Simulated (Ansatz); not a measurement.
Geometry relaxation of CuO2 (part 3 of 3)

The same run, continued: CuO2 (Cmcm, 6 atoms in the cell); DFT PBE+D3(BJ), scalar-relativistic, plane waves, PAW (Ansatz 0.2.0); cutoff 420 eV, 14×14×8 k-mesh, Gaussian smearing of 0.1 eV, collinear spins. The structure derives from a Materials Project entry. The run did not end well.

Geometry of the input (Å; fractional positions):
```
1.4126  -5.2107  0.0000
1.4126  5.2107  0.0000
0.0000  0.0000  4.3434
Cu 0.8327  0.1673  0.2500
Cu 0.1673  0.8327  0.7500
O  0.4485  0.5515  0.2500
O  0.5515  0.4485  0.7500
O  0.2110  0.7890  0.2500
O  0.7890  0.2110  0.7500
```

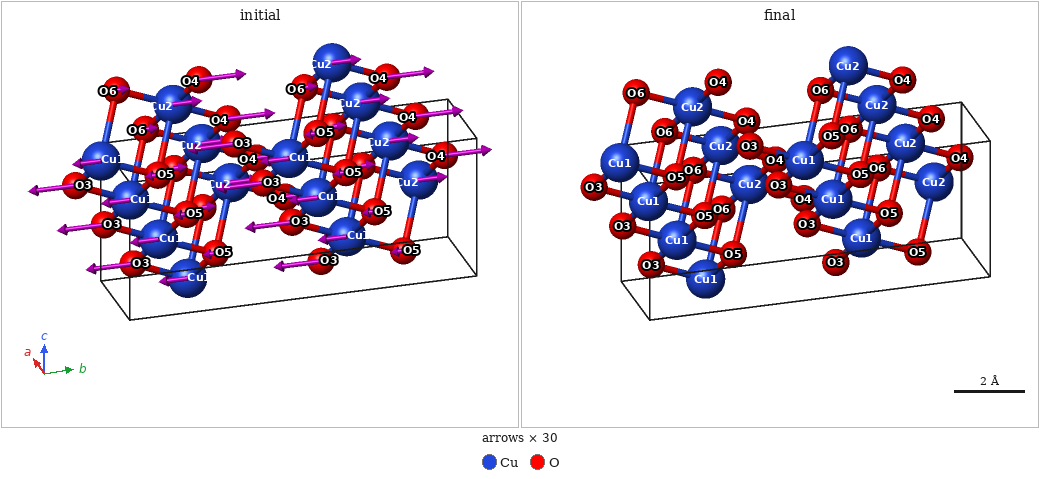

**Figure 1.** Before (left) and after (right) the relaxation, at one scale (ball-and-stick view of the cell 2 times as large as that of the calculation, set on its symmetry axes, repeated 3 × 1 × 1, seen at an oblique angle). The pink arrows give the displacements (without the part carried along by the change of the cell), magnified 30 times. The run was cut off at its time limit before the relaxation converged, so the last structure is only a point on the way. The largest moves relative to the cell, 0.048 Å, are those of O3 and O4. Largest moves by element: O 0.048 Å, Cu 0.029 Å. The drawn cell changes as follows: a 2.825 → 2.801 Å (−0.9 %), b 10.421 → 10.221 Å (−1.9 %), c 4.343 → 4.285 Å (−1.4 %); the volume changes by −4.1 %. Among the contacts that change: Cu1–O6 2.219 → 2.198 Å, Cu1–O5 1.899 → 1.884 Å, Cu1–O3 1.858 → 1.845 Å. Among the angles that change: Cu2–O5–Cu2 156.3° → 154.2°, O5–Cu2–O5 156.3° → 154.2°. The space group stays Cmcm (No. 63). Over 7 geometry steps the energy falls by 27.4 meV per cell of the calculation. Largest force component: 0.26 eV/Å at the start, 0.053 eV/Å at the end. Pressure: −4.00 GPa at the start and −0.06 GPa at the end. The basis was re-selected twice at an unchanged geometry, which shifts the energy a little without any move. The energy change given includes the shifts at the re-selections in mid-walk, which come without any move. (Atoms are counted from 1 in the order of the input.)

```
Step cancelled. What follows is not a result of the run: it is the report of the last solve that finished, which converged after 22 SCF iterations.
Magnetization: 0.6787 μB (31.3394 up, 30.6606 down)
Absolute magnetization: 0.7353 μB (∫|ρ↑−ρ↓|, with the PAW one-centre terms)
Spin contamination: 0.0508 ħ² per cell (⟨S²⟩ above its minimum at these occupations)
Per-site moments (μB) at R_I (Å): [(0.03760580705830288, 0.7612154830926947), (0.03760580705830266, 0.7612154830926947), (0.2577655525189559, 0.7612154830926947), (0.257765552518956, 0.7612154830926947), (0.014978728080600832, 0.7771848401945002), (0.014978728080600807, 0.7771848401945002)]
Free energy (F): -15511.450245 eV
Harris-Foulkes:  -15511.450245 eV  (|F-HF|=1.09e-11)
Internal energy: -15511.426869 eV  (E = F + TS)
E sigma→0 (E₀):  -15511.438557 eV
Entropy (-TS):   -0.023376 eV (-3.896 meV/atom)
Fermi energy:    8.165732 eV
--- Per-component energies (eV) ---
  E_band       = -1074.678022
  E_kinetic    = 1278.627773
  E_local      = -11934.673857  (includes V_loc(G=0)·N_el)
  E_nonlocal   = 945.567576
  E_hartree    = 5112.909295
  E_xc         = -470.302124
  E_vxc        = -602.421260  (∫ρ·V_xc dr)
  E_paw        = -3925.408208  (= ΣΔE_a)
  E_vpaw       = -987.606908  (= ΣTr[D̂ρ^β])
  E_aug_tail   = 0.009537  (compensation charges beyond the density's cutoff)
  E_ewald      = -6517.023873
  E_disp       = -1.132988  (pairwise vdW)
  E_smearing   = -0.023376  (= −TS)
  E_closure    = -0.000000  (closes the sum)
  Σ components = -15511.450245   (vs F -15511.450245, Δ=0.00e0)
--- Forces (eV/Å), atoms counted from 1 ---
  atom   1  Cu    -0.00000000    -0.00039946     0.00000000
  atom   2  Cu     0.00000000     0.00039946    -0.00000000
  atom   3  O      0.00000000    -0.05326510    -0.00000000
  atom   4  O     -0.00000000     0.05326510     0.00000000
  atom   5  O     -0.00000000    -0.00725812     0.00000000
  atom   6  O      0.00000000     0.00725812    -0.00000000
  max |Σ_I F_I| component: 8.67e-19 eV/Å
--- Stress (GPa, compression-positive) ---
       -0.840637       0.000000      -0.000000
        0.000000      -0.864577      -0.000000
       -0.000000      -0.000000      -0.889106
  P = ⅓ Tr σ = -0.8648 GPa (-8.648 kbar)
--- Band table (eV; the first three rows and the last of 570) ---
  k-point 0 ↑: bands = ["-105.5647", "-105.5643", "-63.1666", "-63.1652", "-63.0608", "-63.0580", "-62.4349", "-62.4307", "-11.3984", "-9.7717", "-9.7640", "-8.9266", "1.7107", "1.9719", "1.9722", "2.2717", "2.3936", "3.3745", "4.6837", "4.7742", "4.9515", "5.1533", "5.4655", "5.6816", "5.7172", "6.3398", "6.6416", "6.7439", "6.8853", "7.0936", "7.3715", "7.8381", "9.1047", "9.3936", "14.2679", "18.6341", "19.2513", "19.5724"]
  k-point 1 ↑: bands = ["-105.5647", "-105.5643", "-63.1665", "-63.1653", "-63.0607", "-63.0581", "-62.4348", "-62.4309", "-11.3434", "-9.8420", "-9.7317", "-8.9571", "1.6349", "1.9421", "2.0529", "2.2758", "2.3889", "3.5075", "4.5889", "4.7352", "4.9431", "5.1140", "5.4856", "5.7447", "5.7752", "6.0842", "6.3340", "6.7403", "6.8596", "7.4585", "7.6630", "7.7399", "9.1171", "9.3824", "14.4807", "18.5787", "18.7179", "20.0647"]
  k-point 2 ↑: bands = ["-105.5647", "-105.5644", "-63.1664", "-63.1654", "-63.0604", "-63.0584", "-62.4343", "-62.4313", "-11.1842", "-10.0378", "-9.6396", "-9.0450", "1.5400", "1.8575", "2.2420", "2.2879", "2.3753", "3.8147", "4.1712", "4.6638", "4.9252", "5.0361", "5.5298", "5.7062", "5.8973", "5.9052", "6.3110", "6.6465", "6.8529", "7.4998", "7.6774", "8.2126", "9.1512", "9.3515", "15.0647", "18.2833", "18.2963", "19.5543"]
  k-point 284 ↓: bands = ["-105.5140", "-105.5140", "-63.1345", "-63.1345", "-63.0248", "-63.0248", "-62.3519", "-62.3519", "-10.3359", "-10.3359", "-9.2309", "-9.2309", "2.4063", "2.4063", "2.4649", "2.4649", "2.9632", "2.9632", "4.2340", "4.2340", "4.9353", "4.9353", "5.5236", "5.5236", "5.9747", "5.9747", "6.2167", "6.2167", "7.8567", "7.8567", "8.3002", "8.3002", "9.4689", "9.4689", "17.7708", "17.7708", "18.0541", "18.0541"]
End of that report.
Error: SIGTERM received: cancelled by the caller after 3 completed SCF iterations
```

Trajectory as extended XYZ (Å, eV, eV/Å), 10 frames, from step=1 to step=10
```
6
Lattice="1.4126 -5.2107 0.0000 1.4126 5.2107 0.0000 0.0000 0.0000 4.3434" Properties=species:S:1:pos:R:3:forces:R:3 step=1 energy=-15511.42284 pressure_GPa=-4.00
Cu    1.4126   -3.4677    1.0859    0.0000  -0.0222   0.0000
Cu    1.4126    3.4677    3.2576    0.0000   0.0222   0.0000
O     1.4126    0.5366    1.0859    0.0000   0.1989   0.0000
O     1.4126   -0.5366    3.2576    0.0000  -0.1989   0.0000
O     1.4126    3.0115    1.0859    0.0000  -0.2622   0.0000
O     1.4126   -3.0115    3.2576    0.0000   0.2622   0.0000
6
Lattice="1.4063 -5.1520 0.0000 1.4063 5.1520 0.0000 0.0000 0.0000 4.3125" Properties=species:S:1:pos:R:3:forces:R:3 step=2 energy=-15511.44892 pressure_GPa=-1.82
Cu    1.4063   -3.4456    1.0781    0.0000   0.0115   0.0000
Cu    1.4063    3.4456    3.2344    0.0000  -0.0115   0.0000
O     1.4063    0.5021    1.0781    0.0000   0.1180   0.0000
O     1.4063   -0.5021    3.2344    0.0000  -0.1180   0.0000
O     1.4063    2.9721    1.0781    0.0000  -0.1465   0.0000
O     1.4063   -2.9721    3.2344    0.0000   0.1465   0.0000
6
Lattice="1.4015 -5.1490 0.0000 1.4015 5.1490 0.0000 0.0000 0.0000 4.2878" Properties=species:S:1:pos:R:3:forces:R:3 step=3 energy=-15511.45651 pressure_GPa=-0.06
Cu    1.4015   -3.4473    1.0719    0.0000  -0.0134   0.0000
Cu    1.4015    3.4473    3.2158    0.0000   0.0134   0.0000
O     1.4015    0.5005    1.0719    0.0000   0.0192   0.0000
O     1.4015   -0.5005    3.2158    0.0000  -0.0192   0.0000
O     1.4015    2.9621    1.0719    0.0000  -0.0107   0.0000
O     1.4015   -2.9621    3.2158    0.0000   0.0107   0.0000
6
Lattice="1.4011 -5.1565 0.0000 1.4011 5.1565 0.0000 0.0000 0.0000 4.2874" Properties=species:S:1:pos:R:3:forces:R:3 step=4 energy=-15511.45625 pressure_GPa=0.00
Cu    1.4011   -3.4521    1.0718    0.0000  -0.0061   0.0000
Cu    1.4011    3.4521    3.2155    0.0000   0.0061   0.0000
O     1.4011    0.5039    1.0718    0.0000   0.0077   0.0000
O     1.4011   -0.5039    3.2155    0.0000  -0.0077   0.0000
O     1.4011    2.9646    1.0718    0.0000  -0.0019   0.0000
O     1.4011   -2.9646    3.2155    0.0000   0.0019   0.0000
6
Lattice="1.4008 -5.1636 0.0000 1.4008 5.1636 0.0000 0.0000 0.0000 4.2886" Properties=species:S:1:pos:R:3:forces:R:3 step=5 energy=-15511.45581 pressure_GPa=0.00
Cu    1.4008   -3.4560    1.0721    0.0000   0.0004   0.0000
Cu    1.4008    3.4560    3.2164    0.0000  -0.0004   0.0000
O     1.4008    0.5075    1.0721    0.0000  -0.0006   0.0000
O     1.4008   -0.5075    3.2164    0.0000   0.0006   0.0000
O     1.4008    2.9678    1.0721    0.0000   0.0006   0.0000
O     1.4008   -2.9678    3.2164    0.0000  -0.0006   0.0000
6
Lattice="1.4008 -5.1636 0.0000 1.4008 5.1636 0.0000 0.0000 0.0000 4.2886" Properties=species:S:1:pos:R:3:forces:R:3 step=6 energy=-15511.44749 pressure_GPa=-0.24
Cu    1.4008   -3.4560    1.0721    0.0000   0.0004   0.0000
Cu    1.4008    3.4560    3.2164    0.0000  -0.0004   0.0000
O     1.4008    0.5075    1.0721    0.0000  -0.0001   0.0000
O     1.4008   -0.5075    3.2164    0.0000   0.0001   0.0000
O     1.4008    2.9678    1.0721    0.0000  -0.0001   0.0000
O     1.4008   -2.9678    3.2164    0.0000   0.0001   0.0000
6
Lattice="1.4004 -5.1436 0.0000 1.4004 5.1436 0.0000 0.0000 0.0000 4.2848" Properties=species:S:1:pos:R:3:forces:R:3 step=7 energy=-15511.44932 pressure_GPa=-0.01
Cu    1.4004   -3.4455    1.0712    0.0000  -0.0009   0.0000
Cu    1.4004    3.4455    3.2136    0.0000   0.0009   0.0000
O     1.4004    0.4976    1.0712    0.0000  -0.0016   0.0000
O     1.4004   -0.4976    3.2136    0.0000   0.0016   0.0000
O     1.4004    2.9587    1.0712    0.0000  -0.0011   0.0000
O     1.4004   -2.9587    3.2136    0.0000   0.0011   0.0000
6
Lattice="1.4004 -5.1436 0.0000 1.4004 5.1436 0.0000 0.0000 0.0000 4.2848" Properties=species:S:1:pos:R:3:forces:R:3 step=8 energy=-15511.44775 pressure_GPa=-0.04
Cu    1.4004   -3.4455    1.0712    0.0000  -0.0006   0.0000
Cu    1.4004    3.4455    3.2136    0.0000   0.0006   0.0000
O     1.4004    0.4976    1.0712    0.0000  -0.0016   0.0000
O     1.4004   -0.4976    3.2136    0.0000   0.0016   0.0000
O     1.4004    2.9587    1.0712    0.0000  -0.0013   0.0000
O     1.4004   -2.9587    3.2136    0.0000   0.0013   0.0000
6
Lattice="1.4005 -5.1344 0.0000 1.4005 5.1344 0.0000 0.0000 0.0000 4.2844" Properties=species:S:1:pos:R:3:forces:R:3 step=9 energy=-15511.44837 pressure_GPa=-0.01
Cu    1.4005   -3.4409    1.0711    0.0000   0.0010   0.0000
Cu    1.4005    3.4409    3.2133    0.0000  -0.0010   0.0000
O     1.4005    0.4928    1.0711    0.0000  -0.0041   0.0000
O     1.4005   -0.4928    3.2133    0.0000   0.0041   0.0000
O     1.4005    2.9540    1.0711    0.0000  -0.0034   0.0000
O     1.4005   -2.9540    3.2133    0.0000   0.0034   0.0000
6
Lattice="1.4006 -5.1103 0.0000 1.4006 5.1103 0.0000 0.0000 0.0000 4.2847" Properties=species:S:1:pos:R:3:forces:R:3 step=10 energy=-15511.45024 pressure_GPa=-0.06
Cu    1.4006   -3.4303    1.0712    0.0000  -0.0004   0.0000
Cu    1.4006    3.4303    3.2135    0.0000   0.0004   0.0000
O     1.4006    0.4784    1.0712    0.0000  -0.0533   0.0000
O     1.4006   -0.4784    3.2135    0.0000   0.0533   0.0000
O     1.4006    2.9402    1.0712    0.0000  -0.0073   0.0000
O     1.4006   -2.9402    3.2135    0.0000   0.0073   0.0000
```
